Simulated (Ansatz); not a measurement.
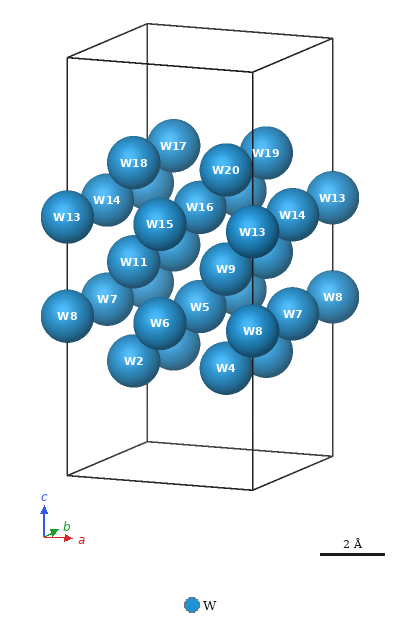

**Figure 1.** The structure as given in the input (spheres-only view of the cell of the calculation, with the vacuum cut short, seen slightly off an axis; atoms are numbered from 1 in the order of the input). An atom can appear more than once, as a periodic image.

**Geometry relaxation of W (part 1 of 3)**

The run: geometry relaxation of W (slab, 20 atoms in the cell). Method and program: DFT PBE+D3(BJ), scalar-relativistic, plane waves, PAW, no spin polarisation (Ansatz 0.2.0).

The structure derives from an entry of the Crystallography Open Database. The input holds or restrains some coordinates. Forces given for the steps count only the free coordinates. It belongs to a series of runs on one base structure; here: clean slab, lower planes held. Figures and captions count atoms from 1; the log counts them from 0 in places.

Output
```
Engine: ansatz 0.2.0, x86_64-unknown-linux-gnu
Pseudopotentials: kind: paw
Pseudopotential: W, paw, valence charge 14, recommended cutoff 420 eV (normal), W.paw.azcp
Functional definition: PBE
  parameter kappa = 0.804
  parameter beta = 0.06672455060314922
  exchange = pbe_x(kappa = kappa, mu = beta*pi^2/3)
  correlation = pbe_c(beta = beta)
Crystal: 20 atoms, lattice volume = 891.112 Å³
Basis set: ecut = 420 eV, 17447 PW (Γ), exchange–correlation on 90×90×300 points (8 copies of the dense FFT grid, shifted against one another)
Bands: 168, of which v1, the nominal top of the filled ones, is band 140 counted from 1 (139 counted from 0)
Symmetry: 32 space group operations
k-points: 3 of 9
Non-local potential: W, projectors of the file, l = 0: 3, l = 1: 2, l = 2: 2, l = 3: 1
PAW form: soft (Blöchl's): semilocal exchange-correlation on the pseudo side does not see the compensation charge
PAW one-centre angular grid: W, 590 points (default); XC on 64 Gauss nodes
Initial density: superposition of atomic densities (neutral atoms: chi_scale 0, normalization atom), corrected by the library's trained network
Initial wavefunctions: pseudopotential atomic-orbital guess
Functional: x = pbe(κ = 0.804, μ = 0.2195149727645171), c = pbe(β = 0.06672455060314922)
SCF iter   1: F=—  HF=-207684.622688 eV  |F-HF|=—  |Δ(HF+E_count)|=         —  Δρ=6.75e-3  dr2=1.16e0  ethr=1.77e-3  p=0.000 e·Å  D=1.92e-13 V/Å  ΔV_dip=-0.00 eV  dr2_dipole=1.98e-10  V_vac-E_F(+/−)=4.31/4.31 eV  ⟨swp⟩=11.7  Hψ=2608  notcnv=0
efield: sawtooth ramp at fractional position 0.9800 (placed from the atoms, in the widest stretch of the axis that holds none; the zero of the levels goes with the place), width 0.0400; the density the first Hamiltonian is built on has a dipole p = 0.000 e·Å; the dipole correction subtracts the counter field D = 1.92e-13 V/Å, which shifts the + side's vacuum level by -0.00 eV against the − side's; the planar-averaged density in the ramp window peaks in size at 2.6e-5 e/Å³
preconditioner: auto → LDOS  [metal: Δε(μ)=0.060 eV  Ē_g=4.187 eV  σ=0.100 eV  W_gap=0.33  n_scr=178 (ndim 8)  ℏωp=13.6 eV  f_vac=0.545  D(μ)=23.50/eV (n_scr^D=138)  β→1.0]
SCF iter   2: F=—  HF=-207684.583583 eV  |F-HF|=—  |Δ(HF+E_count)|=   3.91e-2  Δρ=5.51e-3  dr2=7.39e-1  ethr=4.13e-4  p=-0.000 e·Å  D=-1.32e-6 V/Å  ΔV_dip=0.00 eV  dr2_dipole=1.06e-8  V_vac-E_F(+/−)=4.19/4.19 eV  ⟨swp⟩=2.7  Hψ=801  notcnv=0  defer=48
SCF iter   3: F=—  HF=-207684.505411 eV  |F-HF|=—  |Δ(HF+E_count)|=   7.82e-2  Δρ=1.36e-3  dr2=5.16e-2  ethr=2.64e-4  p=-0.000 e·Å  D=-6.63e-7 V/Å  ΔV_dip=0.00 eV  dr2_dipole=1.15e-9  V_vac-E_F(+/−)=4.20/4.20 eV  ⟨swp⟩=2.0  Hψ=665  notcnv=0  defer=48
SCF iter   4: F=—  HF=-207684.502889 eV  |F-HF|=—  |Δ(HF+E_count)|=   2.52e-3  Δρ=3.12e-4  dr2=2.36e-3  ethr=1.84e-5  p=-0.000 e·Å  D=-5.75e-7 V/Å  ΔV_dip=0.00 eV  dr2_dipole=9.96e-10  V_vac-E_F(+/−)=4.19/4.19 eV  ⟨swp⟩=2.3  Hψ=671  notcnv=0  defer=48
SCF iter   5: F=—  HF=-207684.502251 eV  |F-HF|=—  |Δ(HF+E_count)|=   6.38e-4  Δρ=9.77e-5  dr2=8.57e-5  ethr=8.42e-7  p=-0.000 e·Å  D=-3.13e-7 V/Å  ΔV_dip=0.00 eV  dr2_dipole=1.16e-9  V_vac-E_F(+/−)=4.17/4.17 eV  ⟨swp⟩=2.7  Hψ=712  notcnv=0  defer=33
SCF iter   6: F=-207684.502332 eV  HF=-207684.502330 eV  |F-HF|=2.63e-6  |Δ(HF+E_count)|=   7.84e-5  Δρ=3.13e-5  dr2=1.28e-5  ethr=8.04e-9  p=-0.000 e·Å  D=-2.55e-7 V/Å  ΔV_dip=0.00 eV  dr2_dipole=2.46e-11  V_vac-E_F(+/−)=4.17/4.17 eV  ⟨swp⟩=82.7  Hψ=6687  notcnv=0
SCF 1 converged in 6 iterations: F = -207684.502332 eV  dr2 = 1.28e-5
  greatest PAW one-centre occupation: 1.000 electrons in one spin orbital (limit 2), on the W atom at site 3 (counted from 0), in its partial waves of l = 0
relax step   1: F+E_penalty+E_count = -207684.50233236 eV  Δ(F+E_penalty+E_count) = +0.000e0 eV  max|allowed force component| = 1.472e0 eV/Å  Δτ_max = 0.0000 Å  (6 SCF iters, dr2 threshold 2.25e-5 eV, accepted)
Initial density: handed on by an earlier stage of this run
Initial wavefunctions: those handed on with the density
SCF iter   1: F=—  HF=-207684.862805 eV  |F-HF|=—  |Δ(HF+E_count)|=         —  Δρ=1.45e-2  dr2=2.50e1  ethr=3.10e-3  p=-0.000 e·Å  D=-1.58e-7 V/Å  ΔV_dip=0.00 eV  dr2_dipole=9.16e0  V_vac-E_F(+/−)=4.28/4.28 eV  ⟨swp⟩=6.7  Hψ=1325  notcnv=0  defer=20
efield: sawtooth ramp at fractional position 0.9800 (handed on by an earlier solve), width 0.0400; the density the first Hamiltonian is built on has a dipole p = -0.000 e·Å; the dipole correction subtracts the counter field D = -1.58e-7 V/Å, which shifts the + side's vacuum level by +0.00 eV against the − side's; the planar-averaged density in the ramp window peaks in size at 8.3e-7 e/Å³
preconditioner: auto → LDOS  [insulator: Δε(μ)=0.107 eV  Ē_g=4.351 eV  σ=0.100 eV  W_gap=0.53  n_scr=178 (ndim 8)  ℏωp=13.6 eV  f_vac=0.554  D(μ)=18.28/eV (n_scr^D=92)  ε∞_Penn≈10.8  β→1.0]
SCF iter   2: F=—  HF=-207684.561173 eV  |F-HF|=—  |Δ(HF+E_count)|=   3.02e-1  Δρ=7.84e-3  dr2=7.68e0  ethr=3.10e-3  p=0.011 e·Å  D=2.28e-3 V/Å  ΔV_dip=-0.05 eV  dr2_dipole=2.38e0  V_vac-E_F(+/−)=4.02/4.07 eV  ⟨swp⟩=2.3  Hψ=734  notcnv=0  defer=51
SCF iter   3: F=—  HF=-207684.335127 eV  |F-HF|=—  |Δ(HF+E_count)|=   2.26e-1  Δρ=2.33e-3  dr2=1.64e-1  ethr=2.74e-3  p=0.011 e·Å  D=2.22e-3 V/Å  ΔV_dip=-0.05 eV  dr2_dipole=4.21e-3  V_vac-E_F(+/−)=4.14/4.19 eV  ⟨swp⟩=2.7  Hψ=644  notcnv=0  defer=51
SCF iter   4: F=—  HF=-207684.306524 eV  |F-HF|=—  |Δ(HF+E_count)|=   2.86e-2  Δρ=5.69e-4  dr2=7.19e-3  ethr=5.84e-5  p=0.014 e·Å  D=2.75e-3 V/Å  ΔV_dip=-0.06 eV  dr2_dipole=3.78e-4  V_vac-E_F(+/−)=4.12/4.18 eV  ⟨swp⟩=2.3  Hψ=788  notcnv=0  defer=52
SCF iter   5: F=—  HF=-207684.306180 eV  |F-HF|=—  |Δ(HF+E_count)|=   3.44e-4  Δρ=1.90e-4  dr2=1.68e-3  ethr=2.57e-6  p=0.016 e·Å  D=3.16e-3 V/Å  ΔV_dip=-0.07 eV  dr2_dipole=4.86e-4  V_vac-E_F(+/−)=4.12/4.19 eV  ⟨swp⟩=2.7  Hψ=760  notcnv=0  defer=52
SCF iter   6: F=-207684.306067 eV  HF=-207684.306148 eV  |F-HF|=8.12e-5  |Δ(HF+E_count)|=   3.19e-5  Δρ=5.27e-5  dr2=8.96e-5  ethr=3.57e-8  p=0.015 e·Å  D=3.14e-3 V/Å  ΔV_dip=-0.07 eV  dr2_dipole=2.30e-5  V_vac-E_F(+/−)=4.12/4.19 eV  ⟨swp⟩=31.3  Hψ=6449  notcnv=0
SCF 2 converged in 6 iterations: F = -207684.306067 eV  dr2 = 8.96e-5
relax step   2: F+E_penalty+E_count = -207684.30606691 eV  Δ(F+E_penalty+E_count) = +1.963e-1 eV  max|allowed force component| = 1.913e0 eV/Å  Δτ_max = 0.1947 Å  (6 SCF iters, dr2 threshold 1.00e-4 eV, rejected (line search))
iter 1 solved again at ethr=2.35e-3 eV; its pass at ethr=3.10e-3 eV (dr2=6.59e0 eV) is discarded
SCF iter   1: F=—  HF=-207685.152600 eV  |F-HF|=—  |Δ(HF+E_count)|=         —  Δρ=7.80e-3  dr2=6.58e0  ethr=2.35e-3  p=0.015 e·Å  D=3.13e-3 V/Å  ΔV_dip=-0.07 eV  dr2_dipole=2.50e0  V_vac-E_F(+/−)=4.07/4.14 eV  ⟨swp⟩=1.3  Hψ=1727  notcnv=0  defer=17
efield: sawtooth ramp at fractional position 0.9800 (handed on by an earlier solve), width 0.0400; the density the first Hamiltonian is built on has a dipole p = 0.015 e·Å; the dipole correction subtracts the counter field D = 3.13e-3 V/Å, which shifts the + side's vacuum level by -0.07 eV against the − side's; the planar-averaged density in the ramp window peaks in size at 2.0e-6 e/Å³
preconditioner: auto → LDOS  [metal: Δε(μ)=0.047 eV  Ē_g=4.228 eV  σ=0.100 eV  W_gap=0.25  n_scr=178 (ndim 8)  ℏωp=13.6 eV  f_vac=0.548  D(μ)=27.61/eV (n_scr^D=204)  β→1.0]
SCF iter   2: F=—  HF=-207685.025245 eV  |F-HF|=—  |Δ(HF+E_count)|=   1.27e-1  Δρ=3.47e-3  dr2=6.16e-1  ethr=2.35e-3  p=0.015 e·Å  D=3.09e-3 V/Å  ΔV_dip=-0.07 eV  dr2_dipole=1.91e-1  V_vac-E_F(+/−)=4.14/4.21 eV  ⟨swp⟩=2.7  Hψ=625  notcnv=0  defer=17
SCF iter   3: F=—  HF=-207684.994682 eV  |F-HF|=—  |Δ(HF+E_count)|=   3.06e-2  Δρ=2.20e-3  dr2=2.13e-1  ethr=2.20e-4  p=0.046 e·Å  D=9.42e-3 V/Å  ΔV_dip=-0.21 eV  dr2_dipole=1.45e-3  V_vac-E_F(+/−)=4.01/4.22 eV  ⟨swp⟩=3.0  Hψ=936  notcnv=0  defer=29
SCF iter   4: F=—  HF=-207684.969769 eV  |F-HF|=—  |Δ(HF+E_count)|=   2.49e-2  Δρ=2.59e-4  dr2=3.26e-3  ethr=7.61e-5  p=0.035 e·Å  D=7.09e-3 V/Å  ΔV_dip=-0.16 eV  dr2_dipole=1.06e-3  V_vac-E_F(+/−)=4.06/4.22 eV  ⟨swp⟩=2.0  Hψ=735  notcnv=0  defer=44
SCF iter   5: F=—  HF=-207684.970201 eV  |F-HF|=—  |Δ(HF+E_count)|=   4.33e-4  Δρ=1.02e-4  dr2=1.02e-4  ethr=1.16e-6  p=0.034 e·Å  D=6.84e-3 V/Å  ΔV_dip=-0.15 eV  dr2_dipole=3.37e-6  V_vac-E_F(+/−)=4.06/4.22 eV  ⟨swp⟩=2.7  Hψ=807  notcnv=0  defer=44
SCF iter   6: F=—  HF=-207684.970247 eV  |F-HF|=—  |Δ(HF+E_count)|=   4.60e-5  Δρ=2.42e-5  dr2=9.91e-6  ethr=3.65e-8  p=0.033 e·Å  D=6.70e-3 V/Å  ΔV_dip=-0.15 eV  dr2_dipole=9.20e-7  V_vac-E_F(+/−)=4.07/4.22 eV  ⟨swp⟩=2.7  Hψ=778  notcnv=0  defer=44
SCF iter   7: F=—  HF=-207684.969731 eV  |F-HF|=—  |Δ(HF+E_count)|=   5.17e-4  Δρ=9.96e-6  dr2=2.61e-6  ethr=3.54e-9  p=0.032 e·Å  D=6.58e-3 V/Å  ΔV_dip=-0.15 eV  dr2_dipole=9.39e-8  V_vac-E_F(+/−)=4.07/4.21 eV  ⟨swp⟩=3.0  Hψ=785  notcnv=0  defer=44
SCF iter   8: F=—  HF=-207684.969731 eV  |F-HF|=—  |Δ(HF+E_count)|=   4.21e-7  Δρ=3.31e-6  dr2=2.77e-7  ethr=9.33e-10  p=0.032 e·Å  D=6.55e-3 V/Å  ΔV_dip=-0.15 eV  dr2_dipole=3.60e-10  V_vac-E_F(+/−)=4.07/4.21 eV  ⟨swp⟩=2.3  Hψ=637  notcnv=0  defer=44
SCF iter   9: F=-207684.969731 eV  HF=-207684.969731 eV  |F-HF|=6.72e-9  |Δ(HF+E_count)|=   1.93e-7  Δρ=8.49e-7  dr2=1.74e-8  ethr=3.57e-11  p=0.032 e·Å  D=6.51e-3 V/Å  ΔV_dip=-0.15 eV  dr2_dipole=1.60e-10  V_vac-E_F(+/−)=4.07/4.21 eV  ⟨swp⟩=26.7  Hψ=4713  notcnv=0
SCF 3 converged in 9 iterations: F = -207684.969731 eV  dr2 = 1.74e-8
relax step   3: F+E_penalty+E_count = -207684.96973148 eV  Δ(F+E_penalty+E_count) = -4.674e-1 eV  max|allowed force component| = 2.108e-1 eV/Å  Δτ_max = 0.0948 Å  (9 SCF iters, accepted)
iter 1 solved again at ethr=4.07e-4 eV; its pass at ethr=3.10e-3 eV (dr2=1.14e0 eV) is discarded
SCF iter   1: F=—  HF=-207685.030929 eV  |F-HF|=—  |Δ(HF+E_count)|=         —  Δρ=4.60e-3  dr2=1.05e0  ethr=4.07e-4  p=0.032 e·Å  D=6.51e-3 V/Å  ΔV_dip=-0.15 eV  dr2_dipole=2.73e-1  V_vac-E_F(+/−)=4.07/4.22 eV  ⟨swp⟩=1.7  Hψ=1465  notcnv=0  defer=42
efield: sawtooth ramp at fractional position 0.9800 (handed on by an earlier solve), width 0.0400; the density the first Hamiltonian is built on has a dipole p = 0.032 e·Å; the dipole correction subtracts the counter field D = 6.51e-3 V/Å, which shifts the + side's vacuum level by -0.15 eV against the − side's; the planar-averaged density in the ramp window peaks in size at 9.2e-7 e/Å³
preconditioner: auto → LDOS  [metal: Δε(μ)=0.046 eV  Ē_g=4.295 eV  σ=0.100 eV  W_gap=0.25  n_scr=178 (ndim 8)  ℏωp=13.6 eV  f_vac=0.551  D(μ)=28.86/eV (n_scr^D=220)  β→1.0]
SCF iter   2: F=—  HF=-207684.991169 eV  |F-HF|=—  |Δ(HF+E_count)|=   3.98e-2  Δρ=1.86e-3  dr2=1.11e-1  ethr=3.77e-4  p=0.052 e·Å  D=1.07e-2 V/Å  ΔV_dip=-0.24 eV  dr2_dipole=3.65e-3  V_vac-E_F(+/−)=4.00/4.24 eV  ⟨swp⟩=2.3  Hψ=618  notcnv=0  defer=42
SCF iter   3: F=—  HF=-207684.984335 eV  |F-HF|=—  |Δ(HF+E_count)|=   6.83e-3  Δρ=1.04e-3  dr2=7.50e-2  ethr=3.97e-5  p=0.032 e·Å  D=6.54e-3 V/Å  ΔV_dip=-0.15 eV  dr2_dipole=2.05e-2  V_vac-E_F(+/−)=4.08/4.22 eV  ⟨swp⟩=3.0  Hψ=889  notcnv=0  defer=42
SCF iter   4: F=—  HF=-207684.979619 eV  |F-HF|=—  |Δ(HF+E_count)|=   4.72e-3  Δρ=1.96e-4  dr2=4.44e-4  ethr=2.68e-5  p=0.038 e·Å  D=7.66e-3 V/Å  ΔV_dip=-0.17 eV  dr2_dipole=3.35e-6  V_vac-E_F(+/−)=4.06/4.23 eV  ⟨swp⟩=2.0  Hψ=593  notcnv=0  defer=42
SCF iter   5: F=—  HF=-207684.979410 eV  |F-HF|=—  |Δ(HF+E_count)|=   2.10e-4  Δρ=8.10e-5  dr2=1.24e-4  ethr=1.58e-7  p=0.036 e·Å  D=7.34e-3 V/Å  ΔV_dip=-0.16 eV  dr2_dipole=1.36e-8  V_vac-E_F(+/−)=4.06/4.22 eV  ⟨swp⟩=3.0  Hψ=908  notcnv=0  defer=45
SCF iter   6: F=—  HF=-207684.979396 eV  |F-HF|=—  |Δ(HF+E_count)|=   1.34e-5  Δρ=1.84e-5  dr2=5.34e-6  ethr=4.44e-8  p=0.036 e·Å  D=7.22e-3 V/Å  ΔV_dip=-0.16 eV  dr2_dipole=1.37e-6  V_vac-E_F(+/−)=4.06/4.22 eV  ⟨swp⟩=2.3  Hψ=797  notcnv=0  defer=45
SCF iter   7: F=-207684.979397 eV  HF=-207684.979397 eV  |F-HF|=1.16e-7  |Δ(HF+E_count)|=   2.48e-7  Δρ=6.12e-6  dr2=5.73e-7  ethr=9.92e-10  p=0.035 e·Å  D=7.14e-3 V/Å  ΔV_dip=-0.16 eV  dr2_dipole=1.40e-8  V_vac-E_F(+/−)=4.06/4.22 eV  ⟨swp⟩=26.3  Hψ=5675  notcnv=0
SCF 4 converged in 7 iterations: F = -207684.979397 eV  dr2 = 5.73e-7
relax step   4: F+E_penalty+E_count = -207684.97939667 eV  Δ(F+E_penalty+E_count) = -9.665e-3 eV  max|allowed force component| = 1.420e-1 eV/Å  Δτ_max = 0.0644 Å  (7 SCF iters, dr2 threshold 2.78e-6 eV, accepted)
SCF iter   1: F=—  HF=-207685.001840 eV  |F-HF|=—  |Δ(HF+E_count)|=         —  Δρ=2.32e-3  dr2=3.83e-1  ethr=6.89e-4  p=0.035 e·Å  D=7.14e-3 V/Å  ΔV_dip=-0.16 eV  dr2_dipole=1.20e-1  V_vac-E_F(+/−)=4.07/4.23 eV  ⟨swp⟩=2.7  Hψ=737  notcnv=0  defer=47
efield: sawtooth ramp at fractional position 0.9800 (handed on by an earlier solve), width 0.0400; the density the first Hamiltonian is built on has a dipole p = 0.035 e·Å; the dipole correction subtracts the counter field D = 7.14e-3 V/Å, which shifts the + side's vacuum level by -0.16 eV against the − side's; the planar-averaged density in the ramp window peaks in size at 9.2e-7 e/Å³
preconditioner: auto → LDOS  [metal: Δε(μ)=0.048 eV  Ē_g=4.256 eV  σ=0.100 eV  W_gap=0.25  n_scr=178 (ndim 8)  ℏωp=13.6 eV  f_vac=0.549  D(μ)=28.84/eV (n_scr^D=220)  β→1.0]
SCF iter   2: F=—  HF=-207684.991795 eV  |F-HF|=—  |Δ(HF+E_count)|=   1.00e-2  Δρ=8.21e-4  dr2=3.89e-2  ethr=1.37e-4  p=0.028 e·Å  D=5.74e-3 V/Å  ΔV_dip=-0.13 eV  dr2_dipole=7.02e-3  V_vac-E_F(+/−)=4.09/4.22 eV  ⟨swp⟩=1.3  Hψ=583  notcnv=0  defer=47
SCF iter   3: F=—  HF=-207684.990190 eV  |F-HF|=—  |Δ(HF+E_count)|=   1.61e-3  Δρ=5.23e-4  dr2=1.71e-2  ethr=1.39e-5  p=0.035 e·Å  D=7.14e-3 V/Å  ΔV_dip=-0.16 eV  dr2_dipole=4.79e-3  V_vac-E_F(+/−)=4.06/4.22 eV  ⟨swp⟩=2.7  Hψ=734  notcnv=0  defer=47
SCF iter   4: F=—  HF=-207684.989188 eV  |F-HF|=—  |Δ(HF+E_count)|=   1.00e-3  Δρ=1.08e-4  dr2=3.32e-4  ethr=6.11e-6  p=0.033 e·Å  D=6.65e-3 V/Å  ΔV_dip=-0.15 eV  dr2_dipole=2.15e-6  V_vac-E_F(+/−)=4.07/4.22 eV  ⟨swp⟩=2.0  Hψ=621  notcnv=0  defer=47
SCF iter   5: F=—  HF=-207684.988684 eV  |F-HF|=—  |Δ(HF+E_count)|=   5.04e-4  Δρ=3.02e-5  dr2=2.50e-5  ethr=1.19e-7  p=0.034 e·Å  D=6.88e-3 V/Å  ΔV_dip=-0.15 eV  dr2_dipole=2.61e-6  V_vac-E_F(+/−)=4.07/4.22 eV  ⟨swp⟩=3.0  Hψ=782  notcnv=0  defer=47
SCF iter   6: F=—  HF=-207684.988685 eV  |F-HF|=—  |Δ(HF+E_count)|=   3.24e-7  Δρ=9.48e-6  dr2=2.64e-6  ethr=8.94e-9  p=0.034 e·Å  D=6.95e-3 V/Å  ΔV_dip=-0.16 eV  dr2_dipole=4.87e-7  V_vac-E_F(+/−)=4.07/4.22 eV  ⟨swp⟩=2.0  Hψ=734  notcnv=0  defer=47
SCF iter   7: F=-207684.988685 eV  HF=-207684.988685 eV  |F-HF|=5.40e-8  |Δ(HF+E_count)|=   6.20e-7  Δρ=3.73e-6  dr2=2.85e-7  ethr=4.50e-10  p=0.034 e·Å  D=6.99e-3 V/Å  ΔV_dip=-0.16 eV  dr2_dipole=1.02e-8  V_vac-E_F(+/−)=4.07/4.22 eV  ⟨swp⟩=23.0  Hψ=5343  notcnv=0
SCF 5 converged in 7 iterations: F = -207684.988685 eV  dr2 = 2.85e-7
relax step   5: F+E_penalty+E_count = -207684.98868524 eV  Δ(F+E_penalty+E_count) = -9.289e-3 eV  max|allowed force component| = 4.190e-3 eV/Å  Δτ_max = 0.0251 Å  (7 SCF iters, dr2 threshold 1.26e-6 eV, accepted)
iter 1 solved again at ethr=1.02e-10 eV; its pass at ethr=3.10e-3 eV (dr2=2.85e-7 eV) is discarded
```
